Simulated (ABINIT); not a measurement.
Run report: CuAu, geometry relaxation (part 1 of 4)

The run: geometry relaxation of CuAu (P4/mmm, 2 atoms in the cell). Method and program: Kohn-Sham DFT of a periodic cell, PBEsol, Ansatz PAW PBE default generated set, frozen core, no spin polarisation (ABINIT 10.8.3).

The structure derives from an entry of the Crystallography Open Database.

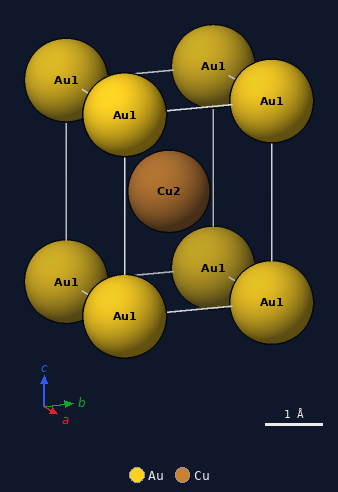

Fig. 1: The starting structure (spheres-only view of the cell of the calculation, seen slightly off an axis; atoms are numbered from 1 in the order of the input). An atom can appear more than once, as a periodic image.

## Input
```
# Pseudopotentials
pp_dirpath "./"
pseudos "Au.GGA_PBE-ansatz.xml, Cu.GGA_PBE-ansatz.xml"

# Structure
acell 2.8107494552 2.8107494552 3.685 Angstrom
rprim
     1.0000000000     0.0000000000     0.0000000000
     0.0000000000     1.0000000000     0.0000000000
     0.0000000000     0.0000000000     1.0000000000
ntypat 2
znucl 79 29
natom 2
typat 1 2
chkprim 0
chksymtnons 0
tolsym 1.0e-6
xred
            0.0            0.0            0.0
            1/2            1/2            1/2

# Plane-wave basis
ecut 15.4
pawecutdg 30.8
pawxcdev 0
pawovlp -1
ecutsm 0.5

# k points
kptopt 1
ngkpt 7 7 5
nshiftk 1
shiftk 0.0 0.0 0.0

# Exchange and correlation
ixc -116133

# Bands and occupations
nband 23
occopt 3
tsmear 0.00183747

# SCF cycle
nstep 80
tolvrs 1.0e-10

# Output
iomode 3
prteig 0
prtebands 0
prtwf 0
prtden 0

# Relaxation
ionmov 2
optcell 2
ntime 50
tolmxf 2.0e-5
dilatmx 1.08
```

Run on 1 thread of Intel Xeon @ 2.50GHz (Skylake/Cascade Lake), 32 GiB of memory available, shared host.

Launched with:
```bash
abinit run.abi > log 2>&1
```

## Output
```
.Version 10.8.3 of ABINIT
 Symmetries : space group P4/m m m (#123); Bravais tP (primitive tetrag.)
================================================================================
 Values of the parameters that define the memory need of the present run
     intxc =       0    ionmov =       2      iscf =      17    lmnmax =      31
     lnmax =       9     mgfft =      30  mpssoang =       4    mqgrid =    3001
     natom =       2  nloc_mem =       2    nspden =       1   nspinor =       1
    nsppol =       1      nsym =      16    n1xccc =       1    ntypat =       2
    occopt =       3   xclevel =       2
       mpw =         724          nfft =       17280          nkpt =          30
 PAW method is used; the additional fine FFT grid is defined by:
   mgfftf=        40    nfftf =     36000
================================================================================
================================================================================

--------------------------------------------------------------------------------
------------- Echo of variables that govern the present computation ------------
--------------------------------------------------------------------------------
 -outvars: echo values of preprocessed input variables --------
            acell      5.3115466789E+00  5.3115466789E+00  6.9636407740E+00 Bohr
              amu      1.96966540E+02  6.35460000E+01
          chkprim           0
      chksymtnons           0
          dilatmx      1.08000000E+00
             ecut      1.54000000E+01 Hartree
           ecutsm      5.00000000E-01 Hartree
           ionmov           2
              ixc     -116133
         kptrlatt        7    0    0      0    7    0      0    0    5
          kptrlen      3.48182039E+01
            natom           2
            nband          23
            ngfft          24      24      30
          ngfftdg          30      30      40
             nkpt          30
            nstep          80
             nsym          16
            ntime          50
           ntypat           2
           occopt           3
          optcell           2
        pawecutdg      3.08000000E+01 Hartree
          pawovlp     -1.0000000000E+00
         pawxcdev           0
           prtden           0
        prtebands           0
           prteig           0
            prtwf           0
          spgroup         123
           tolmxf      2.00000000E-05
           tolsym      1.00000000E-06
           tolvrs      1.00000000E-10
           tsmear      1.83747000E-03 Hartree
            typat      1  2
           useylm           1
           xangst      0.0000000000E+00  0.0000000000E+00  0.0000000000E+00
                       1.4053747276E+00  1.4053747276E+00  1.8425000000E+00
            xcart      0.0000000000E+00  0.0000000000E+00  0.0000000000E+00
                       2.6557733394E+00  2.6557733394E+00  3.4818203870E+00
             xred      0.0000000000E+00  0.0000000000E+00  0.0000000000E+00
                       5.0000000000E-01  5.0000000000E-01  5.0000000000E-01
            znucl       79.00000   29.00000

================================================================================

 chkinp: Checking input parameters for consistency.

================================================================================
== DATASET  1 ==================================================================

--- !DatasetInfo
iteration_state: {dtset: 1, }
dimensions: {natom: 2, nkpt: 30, mband: 23, nsppol: 1, nspinor: 1, nspden: 1, mpw: 724, }
cutoff_energies: {ecut:  15.4, pawecutdg:  30.8, }
electrons: {nelect:   3.80000000E+01, charge:   0.00000000E+00, occopt:   3.00000000E+00, tsmear:   1.83747000E-03, }
meta: {optdriver: 0, ionmov: 2, optcell: 2, iscf: 17, paral_kgb: 0, }
...

 Real(R)+Recip(G) space primitive vectors, cartesian coordinates (Bohr,Bohr^-1):
 R(1)=  5.3115467  0.0000000  0.0000000  G(1)=  0.1882691  0.0000000  0.0000000
 R(2)=  0.0000000  5.3115467  0.0000000  G(2)=  0.0000000  0.1882691  0.0000000
 R(3)=  0.0000000  0.0000000  6.9636408  G(3)=  0.0000000  0.0000000  0.1436030
 Unit cell volume ucvol=  1.9646191E+02 bohr^3
 Angles (23,13,12)=  9.00000000E+01  9.00000000E+01  9.00000000E+01 degrees

 Coarse grid specifications (used for wave-functions):

 getcut: wavevector=  0.0000  0.0000  0.0000  ngfft=  24  24  30
         ecut(hartree)=     17.963   => boxcut(ratio)=   2.25806

 getcut : COMMENT -
  Note that boxcut > 2.2 ; recall that boxcut=Gcut(box)/Gcut(sphere) = 2
  is sufficient for exact treatment of convolution.
  Such a large boxcut is a waste : you could raise ecut
  e.g. ecut=   22.897051 Hartrees makes boxcut=2

 Fine grid specifications (used for densities):

 getcut: wavevector=  0.0000  0.0000  0.0000  ngfft=  30  30  40
         ecut(hartree)=     35.925   => boxcut(ratio)=   2.09332

--- Pseudopotential description ------------------------------------------------
- pspini: atom type   1  psp file is ./Au.GGA_PBE-ansatz.xml
 Pseudopotential format is: paw10
 basis_size (lnmax)=  8 (lmn_size= 26), orbitals=   0   0   0   1   1   2   2   3
 Spheres core radius: rc_sph= 2.63805767
 Shapefunction is NUMERIC type: directly read from atomic data file
 Radius for shape functions =  2.63805767
 Compensation charge density is not taken into account in XC energy/potential

- pspini: atom type   2  psp file is ./Cu.GGA_PBE-ansatz.xml
 Pseudopotential format is: paw10
 basis_size (lnmax)=  9 (lmn_size= 31), orbitals=   0   0   0   1   1   2   2   2   3
 Spheres core radius: rc_sph= 2.63805767
 Shapefunction is NUMERIC type: directly read from atomic data file
 Radius for shape functions =  2.63805767
 Compensation charge density is not taken into account in XC energy/potential

   2.80791028E+03                                ecore*ucvol(ha*bohr**3)
--------------------------------------------------------------------------------

================================================================================

=== [ionmov= 2] Broyden-Fletcher-Goldfarb-Shanno method (forces)
================================================================================

--- Iteration: ( 1/50) Internal Cycle: (1/1)
--------------------------------------------------------------------------------

---SELF-CONSISTENT-FIELD CONVERGENCE--------------------------------------------

--- !BeginCycle
iteration_state: {dtset: 1, itime: 1, icycle: 1, }
solver: {iscf: 17, nstep: 80, nline: 4, wfoptalg: 10, }
tolerances: {tolvrs: 1.00E-10, }
...

     iter   Etot(hartree)      deltaE(h)  residm     nres2
 ETOT  1  -334.12298342605    -3.341E+02 6.349E+00 2.712E+01
 ETOT  2  -335.69309544275    -1.570E+00 7.174E-02 3.378E+01
 ETOT  3  -335.62447350327     6.862E-02 1.019E-01 4.588E+00
 ETOT  4  -335.61758165083     6.892E-03 1.439E-02 2.744E-01
 ETOT  5  -335.61820960709    -6.280E-04 8.178E-03 7.462E-02
 ETOT  6  -335.61828782823    -7.822E-05 6.425E-03 9.843E-02
 ETOT  7  -335.61810633713     1.815E-04 2.029E-03 2.454E-03
 ETOT  8  -335.61811182721    -5.490E-06 7.400E-03 1.110E-04
 ETOT  9  -335.61811185106    -2.386E-08 1.497E-03 8.732E-05
 ETOT 10  -335.61811157210     2.790E-07 3.853E-03 1.753E-05
 ETOT 11  -335.61811155894     1.315E-08 6.797E-04 1.668E-06
 ETOT 12  -335.61811155282     6.122E-09 1.332E-03 6.756E-08
 ETOT 13  -335.61811155241     4.087E-10 2.189E-04 2.084E-08
 ETOT 14  -335.61811155240     7.731E-12 4.109E-04 1.333E-09
 ETOT 15  -335.61811155241    -3.411E-12 9.764E-05 3.587E-09
 ETOT 16  -335.61811155240     5.627E-12 1.273E-04 1.216E-11

 At SCF step   16       nres2   =  1.22E-11 < tolvrs=  1.00E-10 =>converged.

 Cartesian components of stress tensor (hartree/bohr^3)
  sigma(1 1)=  1.23229048E-04  sigma(3 2)=  0.00000000E+00
  sigma(2 2)=  1.23229048E-04  sigma(3 1)=  0.00000000E+00
  sigma(3 3)=  1.50287484E-04  sigma(2 1)=  0.00000000E+00

--- !ResultsGS
iteration_state: {dtset: 1, itime: 1, icycle: 1, }
comment   : Summary of ground state results
lattice_vectors:
- [  5.3115467,   0.0000000,   0.0000000, ]
- [  0.0000000,   5.3115467,   0.0000000, ]
- [  0.0000000,   0.0000000,   6.9636408, ]
lattice_lengths: [   5.31155,    5.31155,    6.96364, ]
lattice_angles: [ 90.000,  90.000,  90.000, ] # degrees, (23, 13, 12)
lattice_volume:   1.9646191E+02
convergence: {deltae:  5.627E-12, res2:  1.216E-11, residm:  1.273E-04, diffor: null, }
etotal    :  -3.35618112E+02
entropy   :   0.00000000E+00
fermie    :   3.10715653E-01
cartesian_stress_tensor: # hartree/bohr^3
- [  1.23229048E-04,   0.00000000E+00,   0.00000000E+00, ]
- [  0.00000000E+00,   1.23229048E-04,   0.00000000E+00, ]
- [  0.00000000E+00,   0.00000000E+00,   1.50287484E-04, ]
pressure_GPa:  -3.8909E+00
xred      :
- [  0.0000E+00,   0.0000E+00,   0.0000E+00, Au]
- [  5.0000E-01,   5.0000E-01,   5.0000E-01, Cu]
cartesian_forces: # hartree/bohr
- [ -0.00000000E+00,  -0.00000000E+00,  -0.00000000E+00, ]
- [ -0.00000000E+00,  -0.00000000E+00,  -0.00000000E+00, ]
force_length_stats: {min:   0.00000000E+00, max:   0.00000000E+00, mean:   0.00000000E+00, }
...

 Integrated electronic density in atomic spheres:
 ------------------------------------------------
 Atom  Sphere_radius  Integrated_density
    1        2.63806         17.97228639
    2        2.63806         18.80226625

---OUTPUT-----------------------------------------------------------------------

 Cartesian coordinates (xcart) [bohr]
  0.00000000000000E+00  0.00000000000000E+00  0.00000000000000E+00
  2.65577333943625E+00  2.65577333943625E+00  3.48182038698509E+00
 Reduced coordinates (xred)
  0.00000000000000E+00  0.00000000000000E+00  0.00000000000000E+00
  5.00000000000000E-01  5.00000000000000E-01  5.00000000000000E-01
 Cartesian forces (fcart) [Ha/bohr]; max,rms= 0.00000E+00 0.00000E+00 (free atoms)
 -0.00000000000000E+00 -0.00000000000000E+00 -0.00000000000000E+00
 -0.00000000000000E+00 -0.00000000000000E+00 -0.00000000000000E+00
 Gradient of E wrt nuclear positions in reduced coordinates (gred)
  0.00000000000000E+00  0.00000000000000E+00  0.00000000000000E+00
  0.00000000000000E+00  0.00000000000000E+00  0.00000000000000E+00
 Scale of Primitive Cell (acell) [bohr]
  5.31154667887251E+00  5.31154667887251E+00  6.96364077397018E+00
 Real space primitive translations (rprimd) [bohr]
  5.31154667887251E+00  0.00000000000000E+00  0.00000000000000E+00
  0.00000000000000E+00  5.31154667887251E+00  0.00000000000000E+00
  0.00000000000000E+00  0.00000000000000E+00  6.96364077397018E+00
 Unitary Cell Volume (ucvol) [Bohr^3]=  1.96461911166036E+02
 Angles (23,13,12)= [degrees]
  9.00000000000000E+01  9.00000000000000E+01  9.00000000000000E+01
 Lengths [Bohr]
  5.31154667887251E+00  5.31154667887251E+00  6.96364077397018E+00
 Stress tensor in cartesian coordinates (strten) [Ha/bohr^3]
  1.23229048425350E-04  0.00000000000000E+00  0.00000000000000E+00
  0.00000000000000E+00  1.23229048425350E-04  0.00000000000000E+00
  0.00000000000000E+00  0.00000000000000E+00  1.50287484446676E-04
 Total energy (etotal) [Ha]= -3.35618111552402E+02

--- Iteration: ( 2/50) Internal Cycle: (1/1)
--------------------------------------------------------------------------------

---SELF-CONSISTENT-FIELD CONVERGENCE--------------------------------------------

--- !BeginCycle
iteration_state: {dtset: 1, itime: 2, icycle: 1, }
solver: {iscf: 17, nstep: 80, nline: 4, wfoptalg: 10, }
tolerances: {tolvrs: 1.00E-10, }
...

     iter   Etot(hartree)      deltaE(h)  residm     nres2
 ETOT  1  -335.63926018403    -3.356E+02 3.633E+02 9.804E+00
 ETOT  2  -335.69162856413    -5.237E-02 2.004E+00 5.930E+01
 ETOT  3  -335.61839474449     7.323E-02 5.194E-02 9.458E-01
 ETOT  4  -335.61831803417     7.671E-05 5.531E-03 1.112E-01
 ETOT  5  -335.61836610005    -4.807E-05 2.008E-03 8.724E-03
 ETOT  6  -335.61842750739    -6.141E-05 9.216E-04 6.979E-02
 ETOT  7  -335.61837124280     5.626E-05 4.831E-04 1.500E-02
 ETOT  8  -335.61835048294     2.076E-05 2.090E-04 7.538E-04
 ETOT  9  -335.61834974837     7.346E-07 4.567E-05 7.530E-06
 ETOT 10  -335.61834985461    -1.062E-07 8.225E-05 5.324E-06
 ETOT 11  -335.61834982510     2.952E-08 3.607E-05 1.486E-06
 ETOT 12  -335.61834982463     4.727E-10 5.950E-05 1.604E-06
 ETOT 13  -335.61834982276     1.866E-09 2.682E-05 8.132E-08
 ETOT 14  -335.61834982271     5.468E-11 4.186E-05 4.051E-08
 ETOT 15  -335.61834982265     5.627E-11 1.953E-05 1.999E-09
 ETOT 16  -335.61834982265     5.684E-14 2.997E-05 1.242E-10
 ETOT 17  -335.61834982265    -2.274E-13 1.428E-05 1.787E-11

 At SCF step   17       nres2   =  1.79E-11 < tolvrs=  1.00E-10 =>converged.

 Cartesian components of stress tensor (hartree/bohr^3)
  sigma(1 1)=  5.85754235E-05  sigma(3 2)=  0.00000000E+00
  sigma(2 2)=  5.85754235E-05  sigma(3 1)=  0.00000000E+00
  sigma(3 3)=  8.97290199E-05  sigma(2 1)=  0.00000000E+00
```
